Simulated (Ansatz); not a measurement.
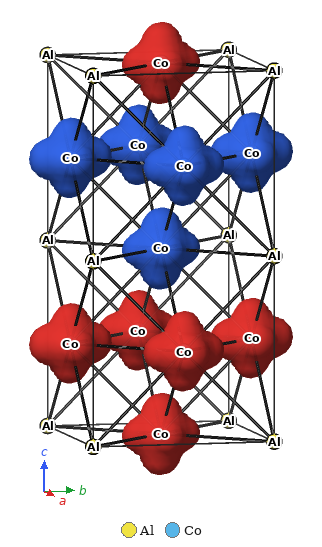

Figure. AlCo3. Isosurfaces of the magnetisation density (up minus down) at +0.3 (red) and −0.3 e/Å³ (blue), seen slightly off an axis. Sticks mark near contacts.

Space group Pm-3m; a structure from a database of computed crystals, not necessarily the ambient phase; not relaxed (largest force 0.7 eV/Å); spin-polarised.

Method: DFT r2SCAN, scalar-relativistic, plane waves, PAW (Ansatz).

```xyz
8
Lattice="3.5749 0.0000 0.0000 0.0000 3.5749 0.0000 0.0000 0.0000 7.1499" Properties=species:S:1:pos:R:3 pbc="T T T"
Al    0.0000    0.0000    0.0000
Co    1.7875    1.7875    0.0000
Co    1.7875    0.0000    1.7875
Co    0.0000    1.7875    1.7875
Al    0.0000    0.0000    3.5749
Co    1.7875    1.7875    3.5749
Co    1.7875    0.0000    5.3624
Co    0.0000    1.7875    5.3624
```

### Describe the spin distribution.

The spin density sits on Co: +1.6 μB (×3) and −1.6 μB (×3) in one cell of 8 atoms: antiferromagnetic in this solution, which needn't be the ground state, with some nearest magnetic neighbours parallel and some opposed. The cell of the calculation (8 atoms) carries 0.0 μB of net spin moment.
